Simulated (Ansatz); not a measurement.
## Run report: W, geometry relaxation (part 2 of 2)

The same run, continued: W (slab, 5 atoms in the cell); DFT, PBEsol, PAW with Ansatz's default frozen-core files, scalar-relativistic, no spin polarisation (Ansatz 0.2.0); cutoff 420 eV, 11×11×1 k-mesh, Fermi–Dirac smearing of 0.1 eV. It belongs to a series of runs on one base structure; here: atoms relaxed, PAW files.

Log, continued:
```
relax step   5: F+E_penalty+E_count = -51274.59967750 eV  Δ(F+E_penalty+E_count) = -2.912e-5 eV  max|allowed force component| = 1.204e-2 eV/Å  Δτ_max = 0.0018 Å  (5 SCF iters, accepted)
SCF iter   1: F=—  HF=-51274.599663 eV  |F-HF|=—  |Δ(HF+E_count)|=         —  Δρ=6.37e-5  dr2=8.76e-6  ethr=1.34e-7  p=-0.000 e·Å  D=-8.19e-9 V/Å  ΔV_dip=0.00 eV  dr2_dipole=3.98e-15  V_vac-E_F(+/−)=3.99/3.99 eV  ⟨swp⟩=2.3  Hψ=1196  notcnv=0
efield: sawtooth ramp at fractional position 0.9500 (handed on by an earlier solve), width 0.1000; the density the first Hamiltonian is built on has a dipole p = -0.000 e·Å; the dipole correction subtracts the counter field D = -8.19e-9 V/Å, which shifts the + side's vacuum level by +0.00 eV against the − side's; the planar-averaged density in the ramp window peaks in size at 2.3e-6 e/Å³
preconditioner: auto → LDOS  [metal: Δε(μ)=0.198 eV  Ē_g=4.169 eV  σ=0.100 eV  W_gap=0.46  n_scr=66 (ndim 8)  ℏωp=11.1 eV  f_vac=0.650  D(μ)=3.16/eV (n_scr^D=8)  β→1.0]
SCF iter   2: F=—  HF=-51274.599690 eV  |F-HF|=—  |Δ(HF+E_count)|=   2.66e-5  Δρ=4.22e-5  dr2=1.26e-5  ethr=1.25e-8  p=-0.000 e·Å  D=-7.72e-9 V/Å  ΔV_dip=0.00 eV  dr2_dipole=2.02e-15  V_vac-E_F(+/−)=3.99/3.99 eV  ⟨swp⟩=3.9  Hψ=1708  notcnv=0
SCF iter   3: F=—  HF=-51274.599689 eV  |F-HF|=—  |Δ(HF+E_count)|=   1.38e-6  Δρ=1.70e-5  dr2=2.41e-6  ethr=1.25e-8  p=-0.000 e·Å  D=-7.63e-9 V/Å  ΔV_dip=0.00 eV  dr2_dipole=4.00e-16  V_vac-E_F(+/−)=3.99/3.99 eV  ⟨swp⟩=2.0  Hψ=919  notcnv=0
SCF iter   4: F=—  HF=-51274.599688 eV  |F-HF|=—  |Δ(HF+E_count)|=   2.22e-7  Δρ=3.18e-6  dr2=1.01e-7  ethr=3.44e-9  p=-0.000 e·Å  D=-4.83e-9 V/Å  ΔV_dip=0.00 eV  dr2_dipole=6.97e-17  V_vac-E_F(+/−)=3.99/3.99 eV  ⟨swp⟩=2.0  Hψ=896  notcnv=0
SCF iter   5: F=-51274.599688 eV  HF=-51274.599688 eV  |F-HF|=5.15e-9  |Δ(HF+E_count)|=   5.46e-9  Δρ=6.73e-7  dr2=1.60e-9  ethr=1.43e-10  p=-0.000 e·Å  D=-4.84e-9 V/Å  ΔV_dip=0.00 eV  dr2_dipole=3.49e-16  V_vac-E_F(+/−)=3.99/3.99 eV  ⟨swp⟩=6.7  Hψ=2649  notcnv=0
SCF 6 converged in 5 iterations: F = -51274.599688 eV  dr2 = 1.60e-9
relax step   6: F+E_penalty+E_count = -51274.59968834 eV  Δ(F+E_penalty+E_count) = -1.084e-5 eV  max|allowed force component| = 1.244e-4 eV/Å  Δτ_max = 0.0006 Å  (5 SCF iters, accepted)
```

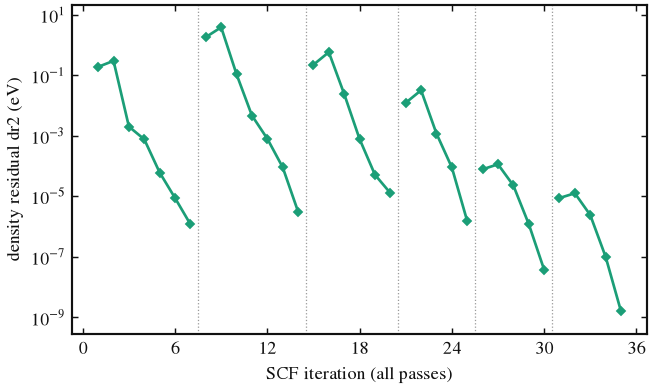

Figure 1. Convergence of the self-consistent field: density residual dr2 against the SCF iteration. The dotted lines part the SCF passes of the relaxation: geometry steps, rejected trials and re-solves on a re-selected basis. The 6 passes take 5 to 7 iterations each, 35 in all.

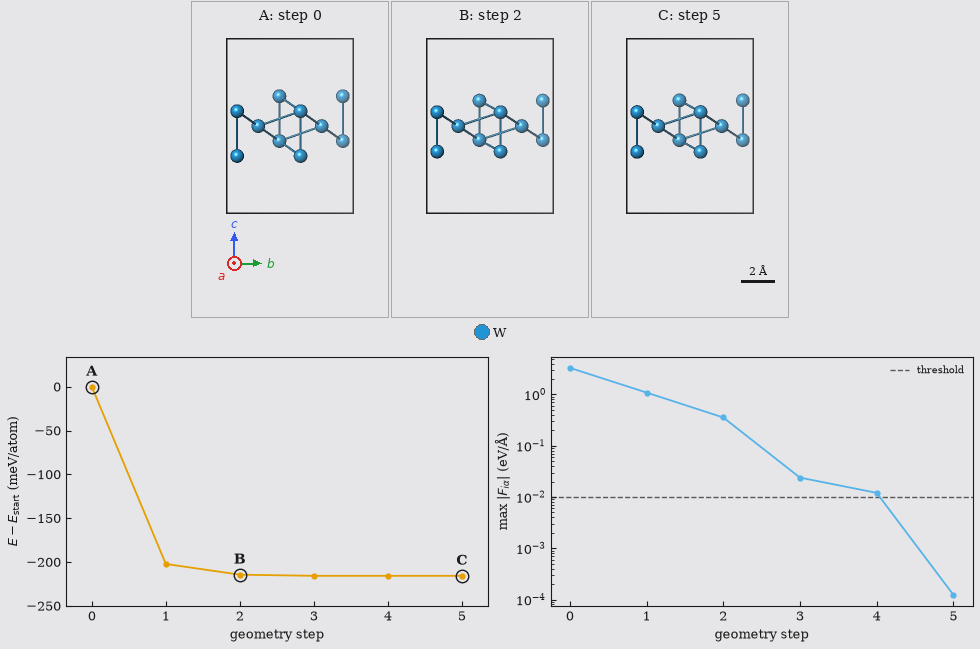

Figure 2. Frames of the relaxation (ball-and-stick view of the 1 × 2 repeat of the cell, with the vacuum cut short, along the a axis) above the curves, on which the letters mark them (the first geometry is step 0 here and step 1 in the log).

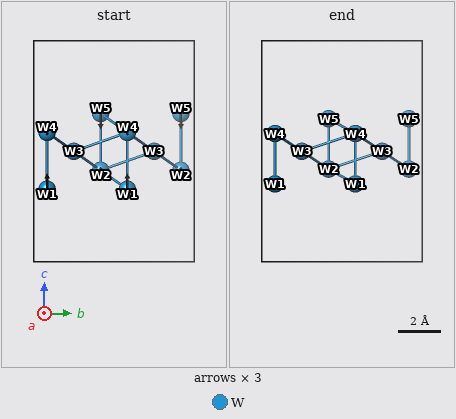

Figure 3. Before (left) and after (right) the relaxation, at one scale (ball-and-stick view of the 1 × 2 repeat of the cell, with the vacuum cut short, along the a axis). The black arrows give the displacements, magnified 3 times. The energy falls by 216 meV per atom in 5 geometry steps. Largest force component: 3.3 eV/Å at the start, 0.00012 eV/Å at the end. The largest moves, 0.25 Å, are those of W1 and W5. The cell doesn't change. Distances before and after: W1–W4 2.731 → 2.423 Å, W1–W2 2.731 → 2.672 Å, W2–W3 2.731 → 2.713 Å. Among the angles that change: W2–W5–W4 70.5° → 74.5°, W4–W5–W4 109.5° → 113.1°. (Atoms are counted from 1 in the order of the input.)

```
SCF converged after 5 iterations
Free energy (F): -51274.599688 eV
Harris-Foulkes:  -51274.599688 eV  (|F-HF|=5.15e-9)
Internal energy: -51274.485472 eV  (E = F + TS)
E sigma→0 (E₀):  -51274.542580 eV
Entropy (-TS):   -0.114217 eV (-22.843 meV/atom)
Fermi energy:    2.246730 eV
Dipole field:    D = 0.000000 V/Å  (p = 0.000000 e·Å, saw-weighted, corrected)
Work function:   Φ+ = 3.9907 eV   Φ− = 3.9907 eV
Levels:          The Fermi level and band energies are counted from a zero that moves with the ramp; work functions are not
--- Per-component energies (eV) ---
  E_band       = -1813.237858
  E_kinetic    = 2243.068975
  E_local      = -55684.160152  (includes V_loc(G=0)·N_el)
  E_nonlocal   = 26.254632
  E_hartree    = 26710.188815
  E_xc         = -1317.057340
  E_vxc        = -1181.496576  (∫ρ·V_xc dr)
  E_paw        = -42182.260236  (= ΣΔE_a)
  E_vpaw       = -637.282330  (= ΣTr[D̂ρ^β])
  E_aug_tail   = -0.000311  (compensation charges beyond the density's cutoff)
  E_efield     = 0.000000  (sawtooth field / dipole correction)
  E_vefield    = 0.000000  (∫n·V_field dr)
  E_ewald      = 18928.371184
  E_core_change = 1.108961  (= ΣΔE_core)
  E_smearing   = -0.114217  (= −TS)
  E_closure    = 0.000000  (closes the sum)
  Σ components = -51274.599688   (vs F -51274.599688, Δ=0.00e0)
--- Forces (eV/Å), atoms counted from 1 ---
  atom   1  W      0.00000000     0.00000000     0.00004858
  atom   2  W     -0.00000000    -0.00000000     0.00012423
  atom   3  W     -0.00000000    -0.00000000     0.00000016
  atom   4  W      0.00000000     0.00000000    -0.00012446
  atom   5  W     -0.00000000    -0.00000000    -0.00004861
  max |Σ_I F_I| component: 9.04e-8 eV/Å
--- Stress (GPa, compression-positive) ---
       -1.562642      -0.000000      -0.000000
       -0.000000      -1.562642      -0.000000
       -0.000000      -0.000000      -0.000356
  P = ⅓ Tr σ = -1.0419 GPa (-10.419 kbar)
--- Band table (eV; the first three rows and the last of 16) ---
  k-point 0: bands = ["-72.0055", "-71.6338", "-71.5829", "-71.3574", "-71.3145", "-36.6386", "-36.5560", "-36.4767", "-36.4767", "-36.1599", "-36.1599", "-36.1188", "-35.9093", "-35.9093", "-35.3343", "-35.3343", "-35.2986", "-35.2739", "-35.2612", "-35.2612", "-5.9047", "-2.8812", "-2.8812", "-2.2807", "-0.7250", "-0.7250", "-0.3721", "-0.3588", "-0.2632", "-0.2632", "0.5787", "0.6606", "0.6606", "1.1903", "1.1903", "2.4083", "3.4787", "3.4787", "3.8252", "3.8252", "4.1224", "4.7203"]
  k-point 1: bands = ["-72.0047", "-71.6326", "-71.5830", "-71.3577", "-71.3162", "-36.6536", "-36.5625", "-36.5061", "-36.4800", "-36.1387", "-36.1295", "-36.1003", "-35.9123", "-35.8991", "-35.3513", "-35.3355", "-35.3032", "-35.2754", "-35.2636", "-35.2567", "-5.7818", "-2.8482", "-2.8176", "-2.2959", "-1.0345", "-0.7982", "-0.4410", "-0.3609", "-0.1986", "-0.1765", "0.4401", "0.6230", "0.9823", "1.2758", "1.3300", "2.4692", "3.3654", "3.4285", "3.7407", "3.7419", "4.1284", "4.7168"]
  k-point 2: bands = ["-72.0027", "-71.6291", "-71.5834", "-71.3583", "-71.3210", "-36.6935", "-36.5814", "-36.5678", "-36.4582", "-36.1534", "-36.0675", "-36.0086", "-35.9177", "-35.8683", "-35.4114", "-35.3388", "-35.3262", "-35.2762", "-35.2515", "-35.2447", "-5.4280", "-2.7939", "-2.6299", "-2.2984", "-1.5259", "-0.9089", "-0.6400", "-0.3613", "-0.1860", "-0.0425", "0.3277", "0.5265", "1.3689", "1.4643", "1.7357", "2.6575", "3.1309", "3.3137", "3.4506", "3.5530", "4.1281", "4.7365"]
  k-point 15: bands = ["-71.9951", "-71.6031", "-71.5967", "-71.3526", "-71.3483", "-36.7786", "-36.7604", "-36.3981", "-36.3248", "-36.2960", "-36.2259", "-35.8394", "-35.7657", "-35.7538", "-35.5302", "-35.4736", "-35.3011", "-35.2517", "-35.2286", "-35.2259", "-3.3486", "-2.9794", "-2.9313", "-1.9234", "-1.7918", "-1.6875", "-0.3797", "-0.2787", "-0.0881", "0.4279", "0.6254", "1.0088", "1.2196", "1.2612", "1.9223", "2.1150", "2.4074", "2.4392", "3.2963", "3.4344", "3.6947", "4.2872"]
--- Relaxed structure (6 steps of the walk, 6 accepted, 0 SCFs on fresh bases) ---
  F+E_penalty+E_count = -51274.59968834 eV   max|allowed force component| = 1.244e-4 eV/Å
  atoms:
    - { symbol: W, position: [0.8333333333333334, 0.16666666666666669, 0.42015249814795946] }
    - { symbol: W, position: [0.1666666666666668, 0.8333333333333336, 0.45647850345250907] }
    - { symbol: W, position: [0.5, 0.5000000000000001, 0.500000000259993] }
    - { symbol: W, position: [0.8333333333333334, 0.16666666666666669, 0.5435214967784072] }
    - { symbol: W, position: [0.1666666666666668, 0.8333333333333336, 0.5798475013611314] }
```

Trajectory as extended XYZ (Å, eV, eV/Å), 6 frames, from step=1 to step=6:
```
5
Lattice="4.4603 0.0000 0.0000 -2.2301 3.8627 0.0000 0.0000 0.0000 19.6418" Properties=species:S:1:pos:R:3:forces:R:3 step=1 energy=-51273.52103
W     3.3452    0.6438    8.0000    0.0000   0.0000   3.3002
W    -1.1151    3.2189    8.9104    0.0000   0.0000   0.9798
W     1.1151    1.9314    9.8209    0.0000   0.0000   0.0000
W     3.3452    0.6438   10.7314    0.0000   0.0000  -0.9798
W    -1.1151    3.2189   11.6418    0.0000   0.0000  -3.3002
5
Lattice="4.4603 0.0000 0.0000 -2.2301 3.8627 0.0000 0.0000 0.0000 19.6418" Properties=species:S:1:pos:R:3:forces:R:3 step=2 energy=-51274.53203
W     3.3452    0.6438    8.1966    0.0000   0.0000   1.0886
W    -1.1151    3.2189    8.9570    0.0000   0.0000   0.4499
W     1.1151    1.9314    9.8209    0.0000   0.0000   0.0000
W     3.3452    0.6438   10.6848    0.0000   0.0000  -0.4499
W    -1.1151    3.2189   11.4452    0.0000   0.0000  -1.0886
5
Lattice="4.4603 0.0000 0.0000 -2.2301 3.8627 0.0000 0.0000 0.0000 19.6418" Properties=species:S:1:pos:R:3:forces:R:3 step=3 energy=-51274.59312
W     3.3452    0.6438    8.2670    0.0000   0.0000  -0.3555
W    -1.1151    3.2189    8.9722    0.0000   0.0000  -0.2537
W     1.1151    1.9314    9.8209    0.0000   0.0000   0.0000
W     3.3452    0.6438   10.6696    0.0000   0.0000   0.2537
W    -1.1151    3.2189   11.3748    0.0000   0.0000   0.3555
5
Lattice="4.4603 0.0000 0.0000 -2.2301 3.8627 0.0000 0.0000 0.0000 19.6418" Properties=species:S:1:pos:R:3:forces:R:3 step=4 energy=-51274.59965
W     3.3452    0.6438    8.2535    0.0000   0.0000  -0.0112
W    -1.1151    3.2189    8.9648    0.0000   0.0000   0.0239
W     1.1151    1.9314    9.8209    0.0000   0.0000   0.0000
W     3.3452    0.6438   10.6770    0.0000   0.0000  -0.0239
W    -1.1151    3.2189   11.3884    0.0000   0.0000   0.0112
5
Lattice="4.4603 0.0000 0.0000 -2.2301 3.8627 0.0000 0.0000 0.0000 19.6418" Properties=species:S:1:pos:R:3:forces:R:3 step=5 energy=-51274.59968
W     3.3452    0.6438    8.2520    0.0000   0.0000   0.0066
W    -1.1151    3.2189    8.9667    0.0000   0.0000  -0.0120
W     1.1151    1.9314    9.8209    0.0000   0.0000   0.0000
W     3.3452    0.6438   10.6751    0.0000   0.0000   0.0120
W    -1.1151    3.2189   11.3898    0.0000   0.0000  -0.0066
5
Lattice="4.4603 0.0000 0.0000 -2.2301 3.8627 0.0000 0.0000 0.0000 19.6418" Properties=species:S:1:pos:R:3:forces:R:3 step=6 energy=-51274.59969
W     3.3452    0.6438    8.2526    0.0000   0.0000   0.0000
W    -1.1151    3.2189    8.9661    0.0000   0.0000   0.0001
W     1.1151    1.9314    9.8209    0.0000   0.0000   0.0000
W     3.3452    0.6438   10.6757    0.0000   0.0000  -0.0001
W    -1.1151    3.2189   11.3892    0.0000   0.0000   0.0000
```

This output came from the following input.

Input file:
```yaml
crystal:
  lattice:
    - [4.4602931094, 0.0, 0.0]
    - [-2.2301465547, 3.8627271411, 0.0]
    - [0.0, 0.0, 19.6418]
  atoms:
    - { symbol: W, position: [0.833333333, 0.166666667, 0.407294289] }
    - { symbol: W, position: [0.166666667, 0.833333333, 0.4536471443] }
    - { symbol: W, position: [0.5, 0.5, 0.5] }
    - { symbol: W, position: [0.833333333, 0.166666667, 0.5463528557] }
    - { symbol: W, position: [0.166666667, 0.833333333, 0.592705711] }
kpoints:
  mp_grid: { grid: [11, 11, 1] }
scf:
  occupations: { method: fermi_dirac, width: 0.1 }
hamiltonian:
  xc: pbesol
  pseudopotentials: { kind: paw }
output:
  forces: true
  stress: true
  eigenvalues: true
relax:
  f_tol: 0.01
  max_steps: 40
efield:
  axis: 3
  amplitude: 0
  dipole_correction: true
```

Run as:
```bash
ansatz run input.yaml --threads 2 --pin off --max-ram 4096MiB --backend cpu --events-out ev --progress --plain --runs-dir out
```

Summary:

```csv
quantity,value
outcome,converged
electrons treated,70
free energy,−51274.5997 eV
Fermi energy,2.247 eV
final volume,338.41 Å³
largest force (length of the vector) at the end,under 0.001 eV/Å
hardware,"2 threads of Arm Neoverse V2, 128 GiB of memory available, shared host"
wall time,76 s (CPU time 2.4 min)
peak memory,0.58 GiB
```

The program warns: the SCF threshold is looser than advised for the printed stress. Spin–orbit coupling is left out, which matters for W.
